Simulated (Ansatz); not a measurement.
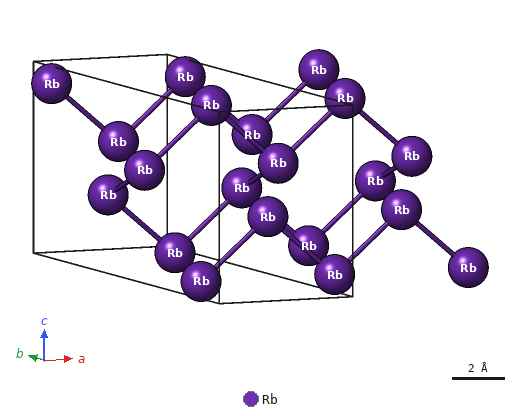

Starting structure of crystalline Rb (built on the black phosphorus_64 type) (coarse preliminary run). The picture is a ball-and-stick view of the conventional cell (2 times the calculation's cell), repeated 2 × 1 × 1 with one cell outlined, seen slightly off an axis. Lengths and directions refer to the drawn axes.

Case: black phosphorus type (Cmce, No. 64).

Computed with DFT PBE, scalar-relativistic, plane waves, PAW (Ansatz 0.2.0).

Input
```yaml
crystal:
  lattice:
    - [2.8225851226, -8.9538198753, 0.0]
    - [2.8225851226, 8.9538198753, 0.0]
    - [0.0, 0.0, 7.4700440103]
  atoms:
    - { symbol: Rb, position: [0.098, 0.902, 0.91] }
    - { symbol: Rb, position: [0.598, 0.402, 0.59] }
    - { symbol: Rb, position: [0.902, 0.098, 0.09] }
    - { symbol: Rb, position: [0.402, 0.598, 0.41] }
basis:
  ecutwfc: 420
kpoints:
  mp_grid: { grid: [4, 4, 4] }
hamiltonian:
  xc: pbe
scf:
  occupations: { method: gaussian, width: 0.1 }
  lower_state_search: "off"
output:
  forces: true
  stress: true
  eigenvalues: true
relax:
  adjacent_minimum: "off"
  f_tol: 0.04
  max_steps: 70
  cell: { stress_tol: 0.4 }
```

### What does the optimiser find from here?

The energy falls by 321 meV per atom in 7 accepted moves (8 points after the start). The largest force component goes from 0.53 to 0.02 eV/Å. The pressure goes from 0.81 to −0.01 GPa. The SCF was repeated once at an unchanged geometry on a basis and grid sized afresh for the cell, which shifted the energy by less than 0.05 meV per atom at most. The largest moves relative to the cell, 0.99 Å, are those of Rb1, Rb2, Rb3 and Rb4. Rb2 goes roughly along [0 −1 −2]. The drawn cell changes as follows: a 5.645 → 5.564 Å (−1.4 %), b 17.908 → 17.133 Å (−4.3 %), c 7.470 → 7.993 Å (+7.0 %); the volume changes by +0.9 %. Among the contacts that change: Rb1–Rb3 6.278 → 4.803 Å, Rb1–Rb2 3.699 → 4.913 Å, Rb1–Rb2 (another image) 5.811 → 4.827 Å, Rb1–Rb3 (another image) 3.759 → 4.652 Å. New bonds form: Rb1–Rb2 (5.81 → 4.83 Å), Rb1–Rb3 (6.28 → 4.80 Å), Rb2–Rb4 (6.28 → 4.80 Å), Rb3–Rb4 (5.81 → 4.83 Å). Among the angles between lasting bonds that change: Rb2–Rb1–Rb2 99.5° → 69.0°, Rb2–Rb1–Rb3 103.4° → 89.5°. The space group stays Cmce (No. 64).

The structure at the end:

```
Rb
1.0
     2.78209   -8.56628    0.00000
     2.78209    8.56628    0.00000
     0.00000    0.00000    7.99304
Rb
4
Cartesian
  2.7821 6.2404 0.0262
  2.7821 -2.3259 3.9703
  2.7821 -6.2404 7.9668
  2.7821 2.3259 4.0227
```

After the run, drawn alike:

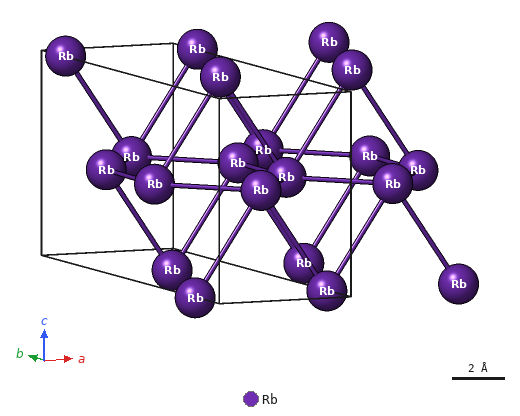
